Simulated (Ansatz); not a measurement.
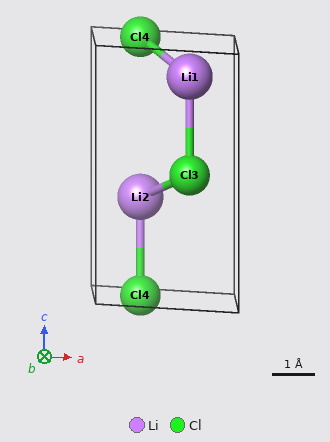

Figure 1. The structure as given in the input (ball-and-stick view of the cell of the calculation, seen at an oblique angle; atoms are numbered from 1 in the order of the input). Near neighbours in the crystal (not all of them lie inside the picture): Li has 4 Cl at 2.37 Å; Cl has 4 Li at 2.37 Å.

Run report: LiCl, GW calculation

LiCl (P6₃mc, 4 atoms in the cell), computed with G0W0 on HSE06, plane waves, PAW, no spin polarisation (Ansatz 0.2.0).

The structure derives from a Materials Project entry. The geometry comes from this level: r2SCAN. It belongs to a series of runs on one base structure; here: starting point. Figures and captions count atoms from 1; the log counts them from 0 in places.

## The input
```yaml
crystal:
  lattice:
    - [3.8937404213, 0.0, 0.0]
    - [-1.9468702107, 3.3720781205, 0.0]
    - [0.0, 0.0, 6.2258773919]
  atoms:
    - { symbol: Li, position: [0.6666666667, 0.3333333333, 0.8780761529] }
    - { symbol: Li, position: [0.3333333333, 0.6666666667, 0.3780761529] }
    - { symbol: Cl, position: [0.6666666667, 0.3333333333, 0.4969248471] }
    - { symbol: Cl, position: [0.3333333333, 0.6666666667, 0.9969248471] }
kpoints:
  mp_grid: { grid: [6, 6, 2] }
hamiltonian:
  xc: hse06
scf:
  occupations: { method: fixed }
gw:
  n_empty_bands: 307
  ecut_chi: 140
  qp_bands: [v2, c2]
  qp_kpoints: band_edges
  screening: { model: contour_deformation }
```

Machine: 2 threads of Arm Neoverse V1, 24 GiB of memory available, shared host.

Launched with:
```bash
ansatz run input.yaml --threads 2 --pin off --max-ram 3686MiB --backend cpu --events-out ev --progress --plain --runs-dir out
```

## Output
```
Engine: ansatz 0.2.0, aarch64-unknown-linux-gnu
Pseudopotentials: kind: paw
Pseudopotential: Li, paw, valence charge 3, recommended cutoff 420 eV (normal), Li.paw.azcp
Pseudopotential: Cl, paw, valence charge 7, recommended cutoff 420 eV (normal), Cl.paw.azcp
Functional definition: HSE06
  parameter a = 0.25
  parameter omega = 0.11/bohr
  exchange = pbe_x - a*pbe_x_sr(omega) + a*exact_x_sr(omega)
  correlation = pbe_c
davidson cushion auto → on  (no smearing: the cushion is to keep the highest requested band from converging to the state above it; pin scf.eigensolver.cushion to override)
Crystal: 4 atoms, lattice volume = 81.746 Å³
Basis set: ecut = 420 eV, 1617 PW (Γ)
Bands: 14, of which v1, the nominal top of the filled ones, is band 10 counted from 1 (9 counted from 0)
Symmetry: 12 space group operations
Space group: P63mc (ITA 186), of the structure as read, at distance tolerance 4.3e-5 Å
k-points: 14 of 72
Non-local potential: Li, projectors of the file, l = 0: 3, l = 1: 2, l = 2: 1
Non-local potential: Cl, projectors of the file, l = 0: 2, l = 1: 2, l = 2: 2
PAW form: soft (Blöchl's): semilocal exchange-correlation on the pseudo side does not see the compensation charge
PAW frozen core: Cl, regenerated for the run's functional, and the local potential with it (the file was generated under x = pbe(κ = 0.804, μ = 0.2195149727645171), c = pbe(β = 0.06672455060314922))
PAW one-centre angular grid: Li, 110 points (default); XC on 96 Gauss nodes
PAW one-centre angular grid: Cl, 110 points (default); XC on 64 Gauss nodes
Initial density: superposition of atomic densities (neutral atoms: chi_scale 0, normalization atom), corrected by the library's trained network
Initial wavefunctions: pseudopotential atomic-orbital guess
Functional: x = pbe(κ = 0.804, μ = 0.2195149727645171), c = pbe(β = 0.06672455060314922), warm-up for x = pbe(κ = 0.804, μ = 0.2195149727645171) + 0.25 (exact − pbe) at short range (hse, ω = 0.20786987370883472 Å⁻¹), c = pbe(β = 0.06672455060314922); HSE06 as pw.x's `hse` composes it (authors' and Libxc's form: `xc: wpbeh`)
SCF iter   1: F=—  HF=-2575.763731 eV  |F-HF|=—  |Δ(HF+E_count)|=         —  Δρ=6.36e-4  dr2=4.10e-4  ethr=1.77e-3  ⟨swp⟩=2.4  Hψ=1498  notcnv=0
preconditioner: auto → none  [insulator: Δε(μ)=6.018 eV  Ē_g=12.668 eV  n_scr=22 (ndim 8)  ℏωp=16.4 eV  f_vac=0.046]
iter 2 solved again at ethr=4.35e-8 eV; its pass at ethr=2.05e-6 eV (dr2=8.70e-6 eV) is discarded
SCF iter   2: F=-2575.763537 eV  HF=-2575.763543 eV  |F-HF|=6.58e-6  |Δ(HF+E_count)|=   1.88e-4  Δρ=1.23e-4  dr2=8.50e-6  ethr=4.35e-8  ⟨swp⟩=3.4  Hψ=1181  notcnv=0  defer=3
SCF 1 stopped early in 2 iterations: F = -2575.763537 eV  dr2 = 8.50e-6
  greatest PAW one-centre occupation: 1.000 electrons in one spin orbital (limit 2), on the Li atom at site 1 (counted from 0), in its partial waves of l = 0
Initial density: handed on by an earlier stage of this run
Initial wavefunctions: those handed on with the density
Functional: x = pbe(κ = 0.804, μ = 0.2195149727645171) + 0.25 (exact − pbe) at short range (hse, ω = 0.20786987370883472 Å⁻¹), c = pbe(β = 0.06672455060314922); HSE06 as pw.x's `hse` composes it (authors' and Libxc's form: `xc: wpbeh`)
Exchange kernel: α = 0.2500, screened, ω = 0.2079 Å⁻¹, Wigner–Seitz truncation, v(0) = 1027.0306 eV·Å³, q-mesh 6×6×2, nearest image of the exchange supercell L = 12.45 Å, pair-density grid 24×24×30, without the augmentation charges, whose exchange is taken in its separable form by FFT convolution over the k-point mesh (sized by the pseudopotential files, 24×24×45 at the most), smooth part of the exact exchange by density-matrix convolution
Frozen-core exchange: fock
SCF iter   1: F=—  HF=-2577.469791 eV  |F-HF|=—  |Δ(HF+E_count)|=         —  Δρ=2.73e-3  dr2=3.49e-3  ethr=4.25e-7  ⟨swp⟩=8.1  Hψ=1127  notcnv=0
preconditioner: auto → none  [insulator: Δε(μ)=7.333 eV  Ē_g=14.445 eV  n_scr=22 (ndim 8)  ℏωp=16.4 eV  f_vac=0.045]
SCF iter   2: F=—  HF=-2577.468794 eV  |F-HF|=—  |Δ(HF+E_count)|=   9.97e-4  Δρ=1.27e-3  dr2=9.93e-4  ethr=4.25e-7  ⟨swp⟩=3.0  Hψ=644  notcnv=0
SCF iter   3: F=—  HF=-2577.468568 eV  |F-HF|=—  |Δ(HF+E_count)|=   2.26e-4  Δρ=4.66e-5  dr2=1.75e-4  ethr=4.25e-7  ⟨swp⟩=3.0  Hψ=644  notcnv=0
SCF iter   4: F=—  HF=-2577.470739 eV  |F-HF|=—  |Δ(HF+E_count)|=   2.17e-3  Δρ=1.90e-4  dr2=2.68e-5  ethr=1.47e-8  ⟨swp⟩=5.8  Hψ=909  notcnv=0  defer=4
SCF iter   5: F=-2577.470734 eV  HF=-2577.470734 eV  |F-HF|=2.07e-7  |Δ(HF+E_count)|=   5.45e-6  Δρ=3.28e-5  dr2=1.73e-6  ethr=1.47e-8  ⟨swp⟩=3.2  Hψ=648  notcnv=0
SCF 2 stopped early in 5 iterations: F = -2577.470734 eV  dr2 = 1.73e-6
  greatest PAW one-centre occupation: 0.999 electrons in one spin orbital (limit 2), on the Li atom at site 1 (counted from 0), in its partial waves of l = 0
hybrid outer 1: dexx = +2.357e-3 eV, tail = 8.14e-6 eV
Exchange kernel: α = 0.2500, screened, ω = 0.2079 Å⁻¹, Wigner–Seitz truncation, v(0) = 1027.0306 eV·Å³, q-mesh 6×6×2, nearest image of the exchange supercell L = 12.45 Å, pair-density grid 24×24×30, without the augmentation charges, whose exchange is taken in its separable form by FFT convolution over the k-point mesh (sized by the pseudopotential files, 24×24×45 at the most), smooth part of the exact exchange by density-matrix convolution
Frozen-core exchange: fock
SCF iter   1: F=—  HF=-2577.470766 eV  |F-HF|=—  |Δ(HF+E_count)|=         —  Δρ=2.32e-5  dr2=4.49e-7  ethr=2.04e-7  ⟨swp⟩=3.2  Hψ=476  notcnv=0
preconditioner: auto → none  [insulator: Δε(μ)=7.354 eV  Ē_g=14.448 eV  n_scr=22 (ndim 8)  ℏωp=16.4 eV  f_vac=0.048]
iter 2 solved again at ethr=3.52e-11 eV; its pass at ethr=2.08e-9 eV (dr2=7.05e-9 eV) is discarded
SCF iter   2: F=-2577.470766 eV  HF=-2577.470766 eV  |F-HF|=2.55e-9  |Δ(HF+E_count)|=   7.26e-8  Δρ=5.28e-6  dr2=2.15e-8  ethr=3.52e-11  ⟨swp⟩=3.1  Hψ=1169  notcnv=0  defer=1
SCF 3 converged in 2 iterations: F = -2577.470766 eV  dr2 = 2.15e-8
```

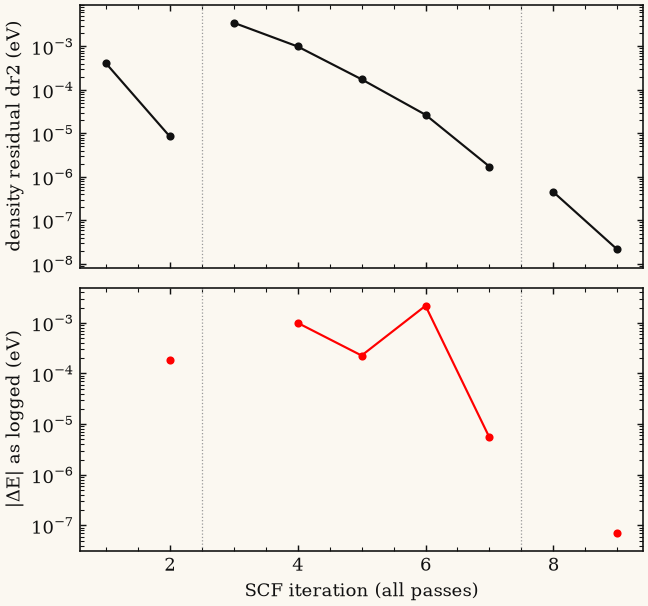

Figure 2. Convergence of the self-consistent field: density residual dr2 and size of the energy change against the SCF iteration. The run starts with a semilocal functional; after that each stretch between dotted lines is one SCF of the hybrid functional between two exact rebuilds of the exchange operator by the outer loop. Early passes are stopped at a loose threshold. The passes take 2, 5 and 2 iterations.

```
hybrid outer 2: dexx = +1.684e-7 eV, tail = 4.71e-8 eV, Δε = 9.64e-4 eV (about 8.54e-5 eV left of the loop's levels)
NSCF: frozen V_eff on 14 k-points
Exchange-term sweep: 0 of 14 (spin, k) points
Exchange-term sweep: 1 of 14 (spin, k) points
Exchange-term sweep: 2 of 14 (spin, k) points
Exchange-term sweep: 3 of 14 (spin, k) points
Exchange-term sweep: 4 of 14 (spin, k) points
Exchange-term sweep: 5 of 14 (spin, k) points
Exchange-term sweep: 6 of 14 (spin, k) points
Exchange-term sweep: 7 of 14 (spin, k) points
Exchange-term sweep: 8 of 14 (spin, k) points
Exchange-term sweep: 9 of 14 (spin, k) points
Exchange-term sweep: 10 of 14 (spin, k) points
Exchange-term sweep: 11 of 14 (spin, k) points
Exchange-term sweep: 12 of 14 (spin, k) points
Exchange-term sweep: 13 of 14 (spin, k) points
Exchange-term sweep: 14 of 14 (spin, k) points
G₀W₀ screening: q 1/14
G₀W₀ screening: q 2/14 (q-point 11)
G₀W₀ screening: q 3/14 (q-point 12)
G₀W₀ screening: q 4/14 (q-point 3)
G₀W₀ screening: q 5/14 (q-point 4)
G₀W₀ screening: q 6/14 (q-point 5)
G₀W₀ screening: q 7/14 (q-point 6)
G₀W₀ screening: q 8/14 (q-point 9)
G₀W₀ screening: q 9/14 (q-point 10)
G₀W₀ screening: q 10/14 (q-point 7)
G₀W₀ screening: q 11/14 (q-point 8)
G₀W₀ screening: q 12/14 (q-point 13)
G₀W₀ screening: q 13/14 (q-point 14)
G₀W₀ screening: q 14/14 (q-point 2)
G₀W₀ self-energy: k 1/13
G₀W₀ self-energy: k 2/13
G₀W₀ self-energy: k 3/13
G₀W₀ self-energy: k 4/13
G₀W₀ self-energy: k 5/13
G₀W₀ self-energy: k 6/13
G₀W₀ self-energy: k 7/13
G₀W₀ self-energy: k 8/13
G₀W₀ self-energy: k 9/13
G₀W₀ self-energy: k 10/13
G₀W₀ self-energy: k 11/13
G₀W₀ self-energy: k 12/13
G₀W₀ self-energy: k 13/13
hybrid SCF converged: 2 outer / 7 inner (+2 warm-up), last move |dexx| = 1.68e-7 eV, tail = 4.71e-8 eV
Stability not checked: this state was not tested for a lower state beside it, because the functional holds exact exchange (a hybrid, or Hartree-Fock), whose exchange loop this test does not read (fock_operator; see scf.lower_state_search)
Free energy (F): -2577.470766 eV
Frozen-core exchange: fock
Harris-Foulkes:  -2577.470766 eV  (|F-HF|=2.55e-9)
Internal energy: -2577.470766 eV  (E = F + TS)
E sigma→0 (E₀):  -2577.470766 eV
Fermi energy:    -1.156376 eV
--- Per-component energies (eV) ---
  E_band       = -272.382469
  E_kinetic    = 367.702969
  E_local      = -794.522613  (includes V_loc(G=0)·N_el)
  E_nonlocal   = -9.636030
  E_hartree    = 246.921830
  E_xc         = -190.833871
  E_vxc        = -218.545537  (∫ρ·V_xc dr)
  E_exx        = -53.748201  (= α·E_x^exact, valence–valence)
  E_paw        = -1355.183636  (= ΣΔE_a)
  E_vpaw       = -3.729814  (= ΣTr[D̂ρ^β])
  E_aug_tail   = 0.000210  (compensation charges beyond the density's cutoff)
  E_ewald      = -787.949125
  E_core_change = -0.222300  (= ΣΔE_core)
  E_smearing   = -0.000000  (= −TS)
  E_closure    = -0.000000  (closes the sum)
  Σ components = -2577.470766   (vs F -2577.470766, Δ=0.00e0)
--- Band table (eV; the first three rows and the last of 14) ---
  k-point 0: bands = ["-46.7437", "-46.7417", "-15.1542", "-14.7980", "-3.4183", "-1.6031", "-1.6031", "-1.2437", "-1.2437", "-1.1564", "6.1978", "8.4937"]
  k-point 1: bands = ["-46.7427", "-46.7427", "-14.9833", "-14.9833", "-2.3979", "-2.3979", "-1.4271", "-1.4271", "-1.4271", "-1.4271", "7.5597", "7.5597"]
  k-point 2: bands = ["-46.7433", "-46.7416", "-15.0870", "-14.7704", "-3.2614", "-2.0181", "-1.7661", "-1.6844", "-1.3109", "-1.2485", "6.8102", "9.0356"]
  k-point 13: bands = ["-46.7415", "-46.7415", "-14.7546", "-14.7546", "-2.8265", "-2.8265", "-2.7049", "-2.7049", "-1.6123", "-1.6123", "8.9836", "8.9836"]
  guard bands above this table: 2 of the run's 14 bands. The solve was not asked for them (output.publish_guard_bands: true or output.eigenvalues: true publishes all)
--- G₀W₀: contour deformation, 5 samples at zero and on the imaginary axis and 1 off it, 72 q-points, 307 empty bands' worth ---
  eigenvalues of the whole cell's RPA ε∞ on this k-mesh (on a slab, of 1 + 4πα/V) = 2.0993, 2.0993, 2.1204; static W/v taken at q = 0 is 0.473651
  bands read: the sum over 317 bands ends inside a degenerate multiplet in 8 slots, whose members it reads at an even weight; the widest, k=1: bands 315 to 318 (counted from 1) at 3/4 each
  gw.qp_kpoints: band_edges: 13 of 14 stored k-points solved, in 1 pass; an edge of the gap read off the rows below is read off those points alone
    valence top: of the k-points left out ik 9 came nearest to being solved in a further pass, in band 9 (counted from 1, as in the quasiparticle table): it holds the edge there only if its correction is more favourable than any solved in that band by at least 0.515 eV; those differ by 0.097 eV
    conduction bottom: of the k-points left out ik 9 came nearest to being solved in a further pass, in band 11 (counted from 1, as in the quasiparticle table): it holds the edge there only if its correction is more favourable than any solved in that band by at least 1.832 eV; those differ by 0.271 eV
    ik  band        ε_KS         Σx   Σc(E_QP)       V_xc       Z   E_QP_lin       E_QP  E_QP is
     0     9     -1.2437   -21.1578     1.9535   -17.7938  0.8322    -2.6684    -2.6542  root
     0    10     -1.1564   -21.2326     1.9615   -17.8590  0.8319    -2.5827    -2.5685  root
     0    11      6.1978    -4.4332    -2.9796    -7.9704  0.8788     6.7571     6.7554  root
     0    12      8.4937    -4.3113    -3.1114    -8.2023  0.8747     9.2767     9.2733  root
     1     9     -1.4271   -20.9835     1.9816   -17.5712  0.8316    -2.8726    -2.8577  root
     1    10     -1.4271   -20.9835     1.9816   -17.5712  0.8316    -2.8726    -2.8577  root
     1    11      7.5597    -4.7422    -3.0721    -8.4738  0.8737     8.2217     8.2193  root
     1    12      7.5597    -4.7422    -3.0721    -8.4738  0.8737     8.2217     8.2193  root
     2     9     -1.3109   -21.1006     1.9657   -17.7166  0.8319    -2.7437    -2.7293  root
     2    10     -1.2485   -21.1329     1.9725   -17.7394  0.8317    -2.6840    -2.6695  root
     2    11      6.8102    -4.7061    -3.0165    -8.3273  0.8757     7.4170     7.4150  root
     2    12      9.0356    -4.3160    -3.1636    -8.2902  0.8725     9.8501     9.8462  root
     3     9     -1.5460   -20.8421     1.9976   -17.4012  0.8313    -3.0047    -2.9893  root
     3    10     -1.5460   -20.8421     1.9976   -17.4012  0.8313    -3.0047    -2.9893  root
     3    11      7.8205    -4.5914    -3.0761    -8.3463  0.8731     8.5020     8.4994  root
     3    12      7.8205    -4.5914    -3.0761    -8.3463  0.8731     8.5020     8.4994  root
     4     9     -1.5237   -20.8147     2.0054   -17.3610  0.8311    -2.9876    -2.9720  root
     4    10     -1.4635   -20.9551     1.9917   -17.5276  0.8314    -2.9145    -2.8994  root
     4    11      7.7590    -4.3147    -3.0371    -8.0377  0.8745     8.4475     8.4449  root
     4    12      8.8458    -3.5141    -3.0567    -7.3158  0.8753     9.5940     9.5908  root
     5     9     -1.7689   -20.6061     2.0307   -17.1086  0.8307    -3.2521    -3.2358  root
     5    10     -1.7689   -20.6061     2.0307   -17.1086  0.8307    -3.2521    -3.2358  root
     5    11      7.7535    -3.8441    -3.0006    -7.5466  0.8768     8.4581     8.4554  root
     5    12      7.7535    -3.8441    -3.0006    -7.5466  0.8768     8.4581     8.4554  root
     6     9     -1.7973   -20.4570     2.0355   -16.9459  0.8306    -3.2896    -3.2729  root
     6    10     -1.5422   -20.8828     2.0052   -17.4329  0.8311    -3.0024    -2.9869  root
     6    11      8.0548    -3.7096    -2.9832    -7.4147  0.8766     8.7795     8.7766  root
     6    12      8.1742    -3.6434    -2.9754    -7.3309  0.8773     8.8891     8.8862  root
     7     9     -1.8005   -20.5891     2.0515   -17.0601  0.8302    -3.2948    -3.2780  root
     7    10     -1.8005   -20.5891     2.0515   -17.0601  0.8302    -3.2948    -3.2780  root
     7    11      7.5835    -3.5513    -2.9616    -7.2128  0.8788     8.2861     8.2834  root
     7    12      7.5835    -3.5513    -2.9616    -7.2128  0.8788     8.2861     8.2834  root
     8     9     -1.5656   -20.7986     2.0018   -17.3491  0.8313    -3.0288    -3.0133  root
     8    10     -1.4325   -20.9330     1.9955   -17.4983  0.8312    -2.8870    -2.8717  root
     8    11      7.7226    -4.7493    -3.0827    -8.4923  0.8723     8.3855     8.3830  root
     8    12      9.1068    -3.8201    -3.0812    -7.6617  0.8722     9.8707     9.8672  root
    10     9     -1.8087   -20.5149     2.0383   -17.0019  0.8306    -3.3001    -3.2834  root
    10    10     -1.7416   -20.6490     2.0394   -17.1382  0.8305    -3.2295    -3.2130  root
    10    11      8.1833    -3.4080    -2.9591    -7.0765  0.8775     8.8955     8.8927  root
    10    12      8.7676    -4.1133    -3.0660    -7.8815  0.8721     9.4728     9.4698  root
    11     9     -1.6625   -20.7437     2.0294   -17.2534  0.8306    -3.1395    -3.1234  root
    11    10     -1.6625   -20.7437     2.0294   -17.2534  0.8306    -3.1395    -3.1234  root
    11    11      8.0834    -3.8260    -3.0179    -7.5650  0.8759     8.8075     8.8045  root
    11    12      8.0834    -3.8260    -3.0179    -7.5650  0.8759     8.8075     8.8045  root
    12     9     -2.0606   -20.4030     2.0953   -16.8006  0.8293    -3.5858    -3.5677  root
    12    10     -2.0606   -20.4030     2.0953   -16.8006  0.8293    -3.5858    -3.5677  root
    12    11      7.9041    -2.8854    -2.9020    -6.4740  0.8809     8.5933     8.5907  root
    12    12      9.6728    -4.6322    -3.1169    -8.4361  0.8655    10.3629    10.3598  root
    13     9     -1.6123   -20.8121     2.0251   -17.3314  0.8306    -3.0838    -3.0679  root
    13    10     -1.6123   -20.8121     2.0251   -17.3314  0.8306    -3.0838    -3.0679  root
    13    11      8.9836    -3.8146    -3.1660    -7.8091  0.8735     9.8161     9.8121  root
    13    12      8.9836    -3.8146    -3.1660    -7.8091  0.8735     9.8161     9.8121  root
```

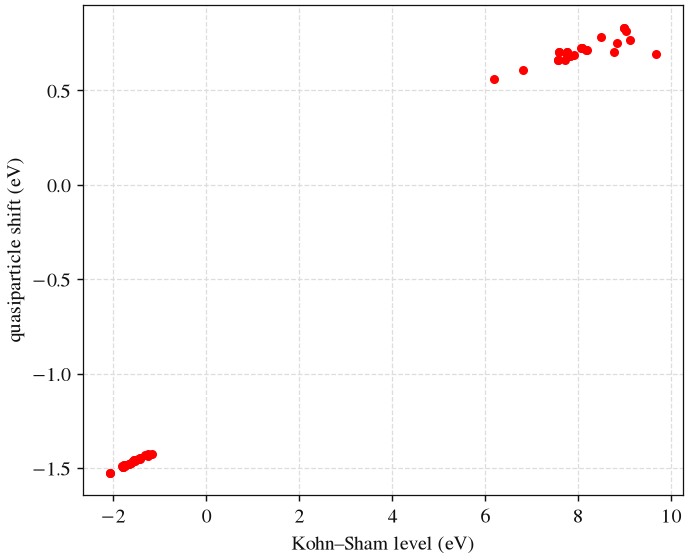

Figure 3. Quasiparticle corrections (linearised) against the Kohn–Sham levels, for the bands and k-points computed. On this mesh the gap goes from 7.35 to 9.32 eV.

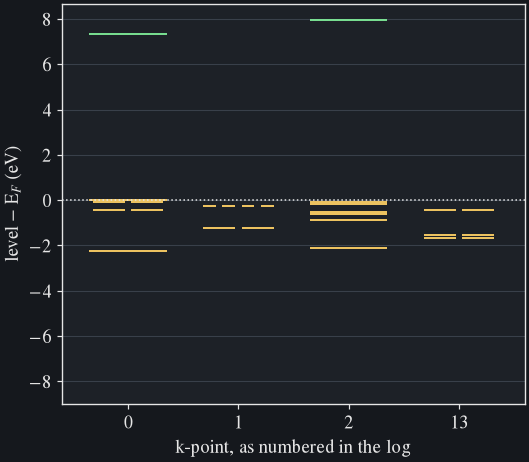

Figure 4. Kohn–Sham levels near the Fermi level (dotted) at the few k-points that the log prints; levels within 0.02 eV of each other stand side by side. Among these points the highest filled and lowest empty levels are 7.35 eV apart, which is the gap on the mesh.

## Results in brief

| quantity | value |
| --- | --- |
| outcome | converged |
| space group (tolerance 0.01 Å) | P6₃mc (186) |
| electrons treated | 20 |
| free energy | −2577.4708 eV |
| Fermi energy | −1.156 eV |
| gap on the k-point mesh | 7.35 eV |
| quasiparticle gap on the mesh | 9.32 eV |
| wall time | 6.3 min (CPU time 12 min) |
| peak memory | 1.5 GiB |

The GW levels are not extrapolated in basis or mesh.
